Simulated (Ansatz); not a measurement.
Run report: AlN, geometry relaxation (part 2 of 2)

Continued. System: AlN (P6₃mc, 4 atoms in the cell). Method: DFT PBE+D3(BJ), scalar-relativistic, plane waves, PAW, no spin polarisation (Ansatz 0.2.0); cutoff 420 eV, 12×12×6 k-mesh, Gaussian smearing of 0.02 eV. The structure derives from an entry of the Crystallography Open Database.

Geometry of the input (Å; fractional positions):
```
3.1110  0.0000  0.0000
-1.5555  2.6942  0.0000
0.0000  0.0000  4.9780
Al 0.3333  0.6667  0.0000
Al 0.6667  0.3333  0.5000
N  0.3333  0.6667  0.3850
N  0.6667  0.3333  0.8850
```

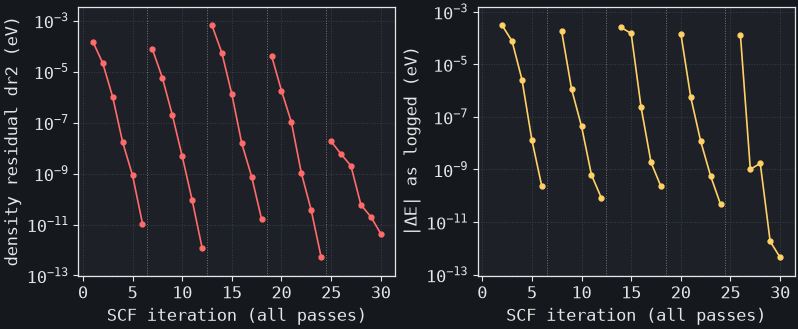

**Figure 1.** Convergence of the self-consistent field: density residual dr2 and size of the energy change against the SCF iteration. The dotted lines part the SCF passes of the relaxation: geometry steps, rejected trials and re-solves on a re-selected basis. The 5 passes take 6 iterations each, 30 in all.

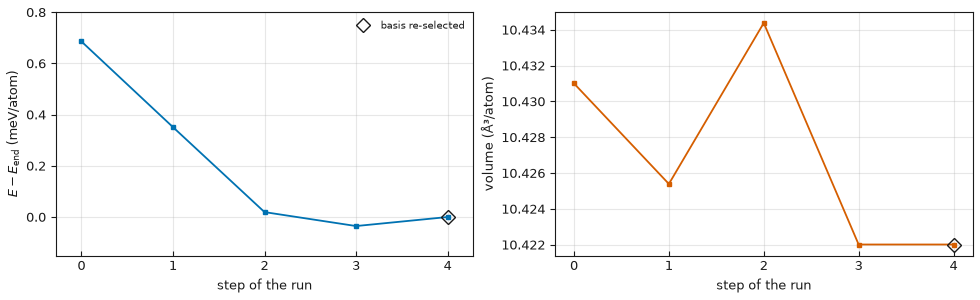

**Figure 2.** Progress of the relaxation, step by step (the first geometry is step 0 here and step 1 in the log). The largest moves relative to the cell, 0.008 Å, are those of Al1, Al2, N3 and N4. Largest moves by element: Al 0.008 Å, N 0.008 Å. The volume changes by −0.1 %, with a = b 3.111 → 3.109 Å (−0.1 %), c 4.978 → 4.979 Å (0.0 %). Among the contacts that change: Al1–N3 1.917 → 1.901 Å. The space group stays P6_3mc (No. 186). Over 3 geometry steps the energy falls by 0.7 meV per atom. Largest force component: 0.18 eV/Å at the start, 0.0004 eV/Å at the end. Pressure: −0.22 GPa at the start and −0.02 GPa at the end. A last SCF at the same geometry on a re-selected plane-wave basis shifts the energy by +0.0 meV per atom. (Atoms are counted from 1 in the order of the input.)

```
basis re-selected at this cell: Δ(F+E_penalty+E_count) = +1.414e-4 eV, ΔP = -0.005 GPa vs the last step (what re-selecting the basis moved, of the pressure what is left beyond the Pulay correction that the steps carried, after the strain that the cell walked since its last selection, with what the two solves' SCF thresholds leave and, on support functions, any second-order correction that the steps lacked; it is no measure of the basis error at this ecutwfc). This SCF's stress stands 2.08e-2 GPa from its target on what of the cell is left free (relax.cell.stress_tol is 5.00e-2 GPa) and its largest allowed force component is 4.04e-4 eV/Å (relax.f_tol is 5.00e-3 eV/Å): within both
SCF converged after 6 iterations
Free energy (F): -1849.572767 eV
Harris-Foulkes:  -1849.572767 eV  (|F-HF|=1.14e-12)
Internal energy: -1849.572767 eV  (E = F + TS)
E sigma→0 (E₀):  -1849.572767 eV
Fermi energy:    9.281991 eV
--- Per-component energies (eV) ---
  E_band       = 30.753529
  E_kinetic    = 319.192816
  E_local      = -447.744228  (includes V_loc(G=0)·N_el)
  E_nonlocal   = 110.889192
  E_hartree    = 155.533349
  E_xc         = -203.796328
  E_vxc        = -216.086570  (∫ρ·V_xc dr)
  E_paw        = -1190.357197  (= ΣΔE_a)
  E_vpaw       = -46.564582  (= ΣTr[D̂ρ^β])
  E_aug_tail   = 0.000194  (compensation charges beyond the density's cutoff)
  E_ewald      = -592.213979
  E_disp       = -1.076587  (pairwise vdW)
  E_smearing   = -0.000000  (= −TS)
  E_closure    = -0.000000  (closes the sum)
  Σ components = -1849.572767   (vs F -1849.572767, Δ=0.00e0)
--- Forces (eV/Å), atoms counted from 1 ---
  atom   1  Al     0.00000000    -0.00000000     0.00039233
  atom   2  Al    -0.00000000     0.00000000     0.00039233
  atom   3  N      0.00000000     0.00000000    -0.00041587
  atom   4  N     -0.00000000    -0.00000000    -0.00041587
  max |Σ_I F_I| component: 4.71e-5 eV/Å
--- Stress (GPa, compression-positive) ---
       -0.012127       0.000000       0.000000
        0.000000      -0.012127      -0.000000
        0.000000      -0.000000      -0.020830
  P = ⅓ Tr σ = -0.0150 GPa (-0.150 kbar)
--- Band table (eV; the first three rows and the last of 76) ---
  k-point 0: bands = ["-8.0139", "-5.8667", "1.1819", "6.3082", "6.3082", "6.9563", "6.9563", "7.1768", "11.3871", "13.8544", "17.8007", "18.3453"]
  k-point 1: bands = ["-7.9075", "-6.0739", "1.5526", "6.3495", "6.3495", "6.5733", "6.9103", "6.9103", "11.8829", "13.9212", "17.6255", "18.3129"]
  k-point 2: bands = ["-7.5992", "-6.5672", "2.5252", "5.2818", "6.4631", "6.4631", "6.7869", "6.7869", "12.8398", "13.9803", "17.3473", "18.3469"]
  k-point 75: bands = ["-5.4690", "-5.4690", "2.3395", "2.3395", "3.3120", "3.3120", "6.3824", "6.3824", "14.5981", "14.5981", "15.0118", "15.0118"]
--- Relaxed structure (4 steps of the walk, 4 accepted, 1 SCFs on fresh bases) ---
  F+E_penalty+E_count = -1849.57276681 eV   max|allowed force component| = 4.041e-4 eV/Å   (the final SCF, on the basis selected at the relaxed cell)
  cell:  # Å, volume = 41.6880 Å³
    - [3.1094155190744446, 0.0, -7.197817645789599e-36]
    - [-1.5547077595372223, 2.692832830440046, -4.093699979924425e-34]
    - [-1.1517425734470639e-35, -7.630294549086798e-34, 4.978784560020447]
  atoms:
    - { symbol: Al, position: [0.33333333333333326, 0.6666666666666665, 0.0015575096214506664] }
    - { symbol: Al, position: [0.6666666666666665, 0.33333333333333326, 0.5015575096214506] }
    - { symbol: N, position: [0.33333333333333326, 0.6666666666666665, 0.3834424903785493] }
    - { symbol: N, position: [0.6666666666666665, 0.33333333333333326, 0.8834424903785493] }
```

Trajectory as extended XYZ (Å, eV, eV/Å), 5 frames, from step=1 to step=5:
```
4
Lattice="3.1110 0.0000 0.0000 -1.5555 2.6942 0.0000 0.0000 0.0000 4.9780" Properties=species:S:1:pos:R:3:forces:R:3 step=1 energy=-1849.57002 pressure_GPa=-0.22
Al    0.0000    1.7961    0.0000    0.0000   0.0000   0.1808
Al    1.5555    0.8981    2.4890    0.0000   0.0000   0.1808
N     0.0000    1.7961    1.9165    0.0000   0.0000  -0.1808
N     1.5555    0.8981    4.4055    0.0000   0.0000  -0.1808
4
Lattice="3.1100 0.0000 0.0000 -1.5550 2.6934 0.0000 0.0000 0.0000 4.9784" Properties=species:S:1:pos:R:3:forces:R:3 step=2 energy=-1849.57136 pressure_GPa=-0.10
Al    0.0000    1.7956    0.0021    0.0000   0.0000   0.1349
Al    1.5550    0.8978    2.4913    0.0000   0.0000   0.1349
N     0.0000    1.7956    1.9145    0.0000   0.0000  -0.1349
N     1.5550    0.8978    4.4037    0.0000   0.0000  -0.1349
4
Lattice="3.1112 0.0000 0.0000 -1.5556 2.6944 0.0000 0.0000 0.0000 4.9789" Properties=species:S:1:pos:R:3:forces:R:3 step=3 energy=-1849.57269 pressure_GPa=-0.26
Al    0.0000    1.7963    0.0080    0.0000   0.0000  -0.0132
Al    1.5556    0.8981    2.4975    0.0000   0.0000  -0.0132
N     0.0000    1.7963    1.9088    0.0000   0.0000   0.0131
N     1.5556    0.8981    4.3983    0.0000   0.0000   0.0131
4
Lattice="3.1094 0.0000 0.0000 -1.5547 2.6928 0.0000 0.0000 0.0000 4.9788" Properties=species:S:1:pos:R:3:forces:R:3 step=4 energy=-1849.57291 pressure_GPa=-0.01
Al    0.0000    1.7952    0.0078    0.0000   0.0000   0.0004
Al    1.5547    0.8976    2.4971    0.0000   0.0000   0.0004
N     0.0000    1.7952    1.9091    0.0000   0.0000  -0.0004
N     1.5547    0.8976    4.3985    0.0000   0.0000  -0.0004
4
Lattice="3.1094 0.0000 0.0000 -1.5547 2.6928 0.0000 0.0000 0.0000 4.9788" Properties=species:S:1:pos:R:3:forces:R:3 step=5 energy=-1849.57277 pressure_GPa=-0.02
Al    0.0000    1.7952    0.0078    0.0000   0.0000   0.0004
Al    1.5547    0.8976    2.4971    0.0000   0.0000   0.0004
N     0.0000    1.7952    1.9091    0.0000   0.0000  -0.0004
N     1.5547    0.8976    4.3985    0.0000   0.0000  -0.0004
```

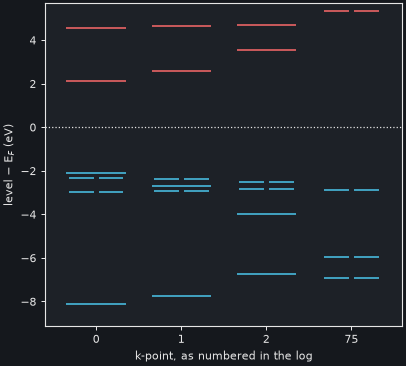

**Figure 3.** Kohn–Sham levels near the Fermi level (dotted) at the few k-points that the log prints; levels within 0.02 eV of each other stand side by side. Among these points the highest filled and lowest empty levels are 4.21 eV apart, which is the gap on the mesh.

Key numbers:

```json
{"quantity": "outcome", "value": "converged"}
{"quantity": "space group (tolerance 0.01 Å)", "value": "P6₃mc (186)"}
{"quantity": "electrons treated", "value": "16"}
{"quantity": "free energy", "value": "−1849.5728 eV"}
{"quantity": "Fermi energy", "value": "9.282 eV"}
{"quantity": "gap on the k-point mesh", "value": "4.21 eV"}
{"quantity": "pressure", "value": "−0.02 GPa"}
{"quantity": "final volume", "value": "41.69 Å³"}
{"quantity": "largest force (length of the vector) at the end", "value": "under 0.001 eV/Å"}
{"quantity": "final cell", "value": "a = 3.109 Å, b = 3.109 Å, c = 4.979 Å, α = 90.00°, β = 90.00°, γ = 120.00°"}
{"quantity": "wall time", "value": "5.9 s (CPU time 21 s)"}
{"quantity": "peak memory", "value": "0.43 GiB"}
```
